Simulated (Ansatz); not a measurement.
InAs (slab)

Input file:

```
crystal:
  lattice:
    - [8.6438581911, 0.0, 0.0]
    - [-4.3219290956, 7.4858007802, 0.0]
    - [0.0, 0.0, 20.4110504119]
  atoms:
    - { symbol: As, position: [0.5, 0.0, 0.3919445515] }
    - { symbol: As, position: [0.5, 0.5, 0.3919445515] }
    - { symbol: As, position: [0.0, 0.0, 0.3919445515] }
    - { symbol: As, position: [0.0, 0.5, 0.3919445515] }
    - { symbol: In, position: [0.1666666667, 0.8333333333, 0.4351667309] }
    - { symbol: In, position: [0.1666666667, 0.3333333333, 0.4351667309] }
    - { symbol: In, position: [0.6666666667, 0.8333333333, 0.4351667309] }
    - { symbol: In, position: [0.6666666667, 0.3333333333, 0.4351667309] }
    - { symbol: As, position: [0.6666666667, 0.8333333333, 0.5648332691] }
    - { symbol: As, position: [0.6666666667, 0.3333333333, 0.5648332691] }
    - { symbol: As, position: [0.1666666667, 0.8333333333, 0.5648332691] }
    - { symbol: As, position: [0.1666666667, 0.3333333333, 0.5648332691] }
    - { symbol: In, position: [0.3333333333, 0.6666666667, 0.6080554485] }
    - { symbol: In, position: [0.3333333333, 0.1666666667, 0.6080554485] }
    - { symbol: In, position: [0.8333333333, 0.6666666667, 0.6080554485] }
    - { symbol: In, position: [0.8333333333, 0.1666666667, 0.6080554485] }
basis:
  ecutwfc: 420
kpoints:
  mp_grid: { grid: [3, 3, 1] }
hamiltonian:
  xc: pbe
  dispersion: d3bj
scf:
  occupations: { method: gaussian, width: 0.1 }
output:
  forces: true
  eigenvalues: true
  write_density: true
  write_potential: true
  elf: true
  volumetric_format: npy
relax:
  adjacent_minimum: "off"
  f_tol: 0.03
  max_steps: 70
  constraints: [{ sites: [0, 1, 2, 3, 4, 5, 6, 7] }]
efield:
  axis: 3
  dipole_correction: true
  ramp_width: 0.04
```

Launched as:

```sh
ansatz run input.yaml --threads 4 --pin off --max-ram 10240MiB --backend cpu --events-out ev --progress --plain --runs-dir out
```

The fields are those of the run's last geometry, not of the input's.

Method: Ansatz, DFT PBE+D3(BJ), scalar-relativistic, plane waves, PAW.

Core electrons are frozen (PAW), and the valence fields are smoothed inside the atomic spheres.

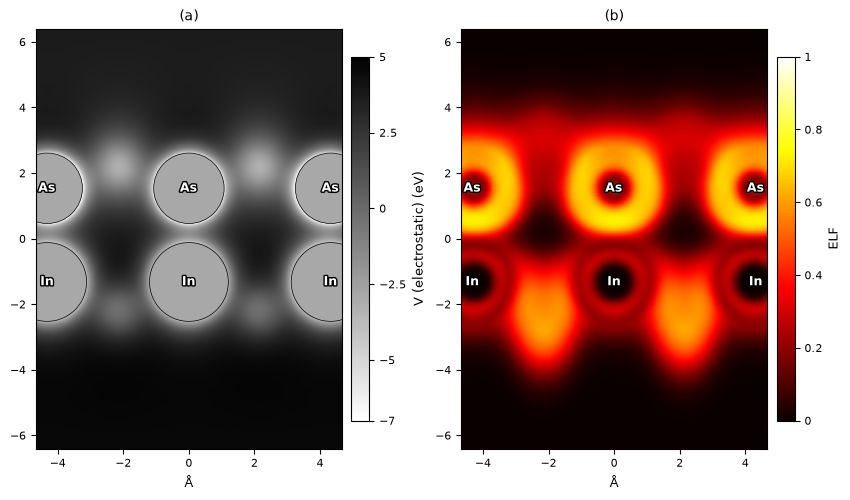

Figure 1. (a) electrostatic potential (local pseudopotential plus Hartree) felt by an electron; (b) ELF on the (010) plane of the calculation cell, a cut from vacuum to vacuum. Grey discs cover the atomic cores in the potential map.

> Read the bonding off the picture.

- Atoms in the plane: In and As.
- In–As (2.86 Å): the ELF is about 0.40 at the midpoint and 0.20 at its lowest between the atoms.

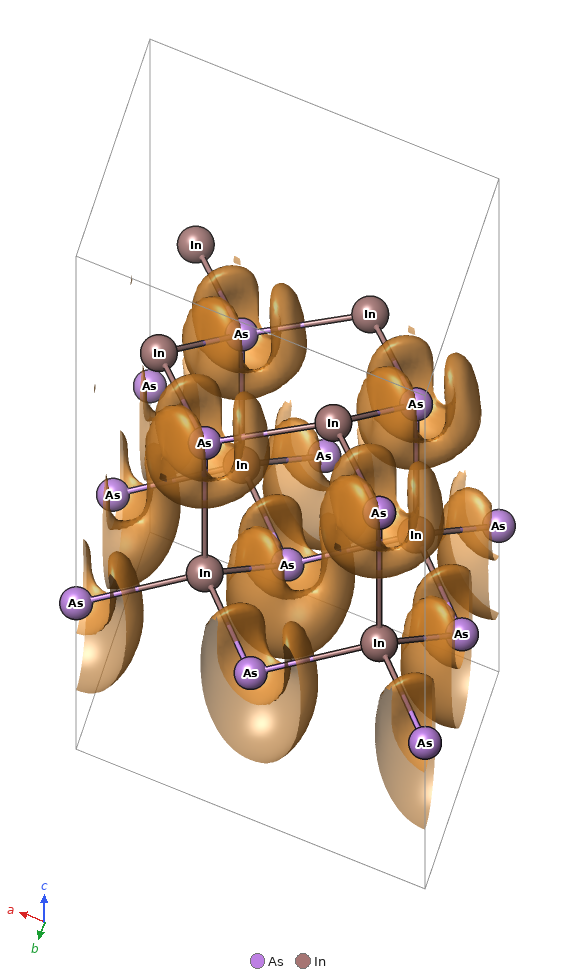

Figure 2. Isosurface of the electron localisation function at 0.65 (orange), seen at an oblique angle. Only the valence region is drawn (cores and ρ < 0.01 e/Å³ removed). Sticks mark near contacts.

> Where are the electrons localised?

At this value the surface marks out eight regions wrapped around As (the valence shell of each), counted in one cell of 16 atoms. Counts are for one cell; the picture repeats the cell along the surface. Along the contacts the grid gives the following. In–As (2.58 Å): the ELF is about 0.55 at the midpoint. In–As (2.65 Å): the ELF is about 0.55 at the midpoint.

> Metal or insulator at this level of theory?

It is gapless in this calculation (a metal or semimetal).
